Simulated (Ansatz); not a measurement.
## Electronic structure of Cd₇F₁₆ (cell with a defect) in real space

Input

```
crystal:
  lattice:
    - [-5.4444817456, 0.0, 5.4444817456]
    - [-5.4444817456, -5.4444817456, 0.0]
    - [0.0, -5.4444817456, 5.4444817456]
  atoms:
    - { symbol: Cd, position: [0.0, 0.0, 0.5] }
    - { symbol: Cd, position: [0.0, 0.5, 0.0] }
    - { symbol: Cd, position: [0.0, 0.0, 0.0] }
    - { symbol: Cd, position: [0.5, 0.5, 0.5] }
    - { symbol: Cd, position: [0.5, 0.0, 0.5] }
    - { symbol: Cd, position: [0.5, 0.5, 0.0] }
    - { symbol: Cd, position: [0.5, 0.0, 0.0] }
    - { symbol: F, position: [0.125, 0.125, 0.125] }
    - { symbol: F, position: [0.125, 0.625, 0.125] }
    - { symbol: F, position: [0.125, 0.125, 0.625] }
    - { symbol: F, position: [0.125, 0.625, 0.625] }
    - { symbol: F, position: [0.625, 0.125, 0.125] }
    - { symbol: F, position: [0.625, 0.625, 0.125] }
    - { symbol: F, position: [0.625, 0.125, 0.625] }
    - { symbol: F, position: [0.625, 0.625, 0.625] }
    - { symbol: F, position: [0.375, 0.375, 0.375] }
    - { symbol: F, position: [0.375, 0.875, 0.375] }
    - { symbol: F, position: [0.375, 0.375, 0.875] }
    - { symbol: F, position: [0.375, 0.875, 0.875] }
    - { symbol: F, position: [0.875, 0.375, 0.375] }
    - { symbol: F, position: [0.875, 0.875, 0.375] }
    - { symbol: F, position: [0.875, 0.375, 0.875] }
    - { symbol: F, position: [0.875, 0.875, 0.875] }
basis:
  ecutwfc: 420
kpoints:
  mp_grid: { grid: [4, 4, 4] }
hamiltonian:
  xc: pbe
  dispersion: d3bj
scf:
  occupations: { method: gaussian, width: 0.05 }
output:
  forces: true
  stress: true
  eigenvalues: true
  write_density: true
  write_potential: true
  elf: true
  volumetric_format: npy
relax:
  adjacent_minimum: "off"
  f_tol: 0.02
  max_steps: 50
```

Command:

```sh
ansatz run input.yaml --threads 4 --pin off --max-ram 9216MiB --backend cpu --events-out ev --progress --plain --runs-dir out
```

The fields are those of the relaxed geometry.

The calculation used DFT PBE+D3(BJ), scalar-relativistic, plane waves, PAW in Ansatz.

The density is the valence pseudo-density of a PAW calculation; it isn't the true density close to the nuclei.

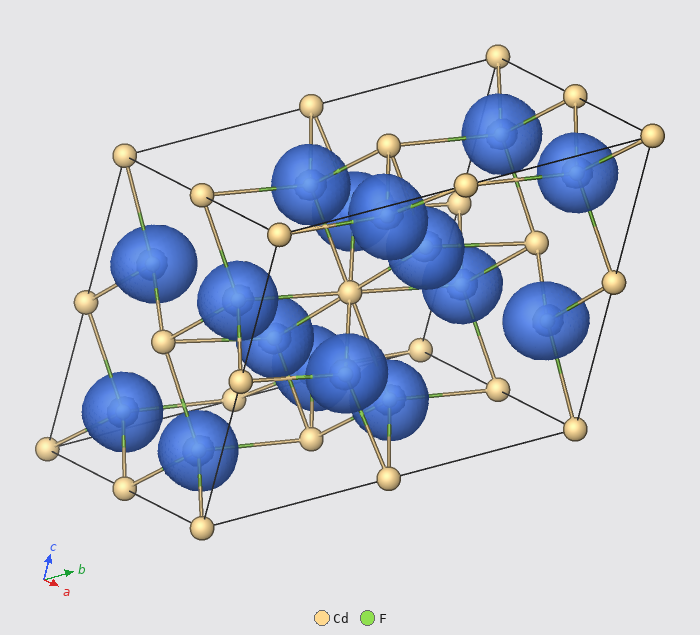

Figure 1. Isosurface of the electron localisation function at 0.7 (blue), seen slightly off an axis. Only the valence region is drawn (cores and ρ < 0.01 e/Å³ removed). Sticks mark near contacts.

**Identify the bonds, lone pairs and shells in this picture.**

The surface consists of 16 regions wrapped around F (the valence shell of each), counted in one cell of 23 atoms. Any copies at cell faces, edges or corners count once. Profiles from the grid: Cd–F (2.30 Å): the ELF peaks at about 0.80 in the valence shell of F, 0.6 Å from its nucleus, and drops to about 0.10 between the two atoms (no localised pair shows between them). Cd–F (2.38 Å): the ELF is about 0.05 at the midpoint (no shared electron pair shows on this line).

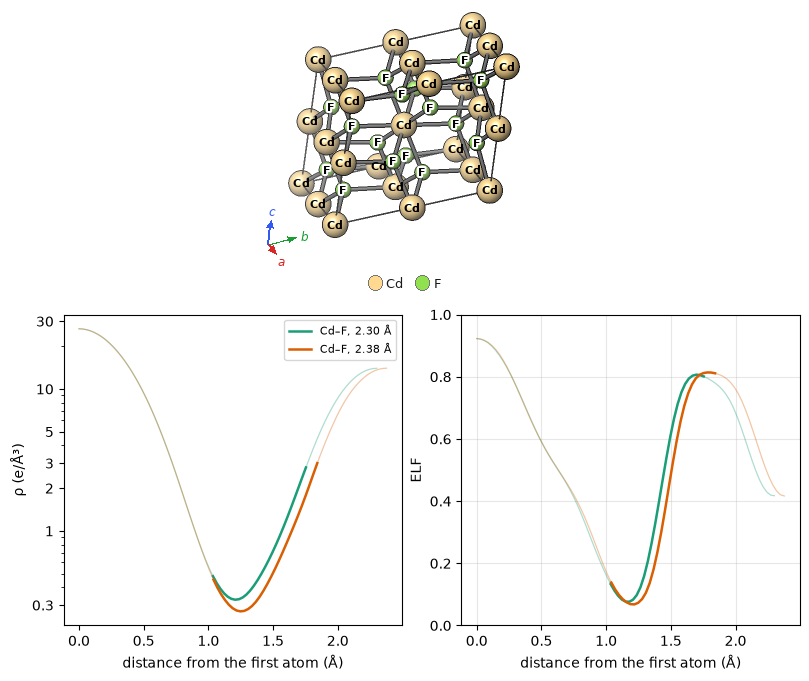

Figure 2. Valence charge density (pseudo) and ELF along straight lines between neighbouring atoms. Thin, pale parts lie inside the atomic spheres. The structure is drawn too.

**What can be read from the curves?**

Cd–F (2.30 Å): ρ is about 0.34 e/Å³ halfway; the ELF peaks at about 0.80 in the valence shell of F, 0.6 Å from its nucleus, and drops to about 0.10 between the two atoms; no localised pair shows between them.
Cd–F (2.38 Å): ρ is about 0.29 e/Å³ halfway; the ELF is about 0.05 at the midpoint; no localised pair shows between them.

**Does the calculation give a band gap?**

It is gapless in this calculation (a metal or semimetal).
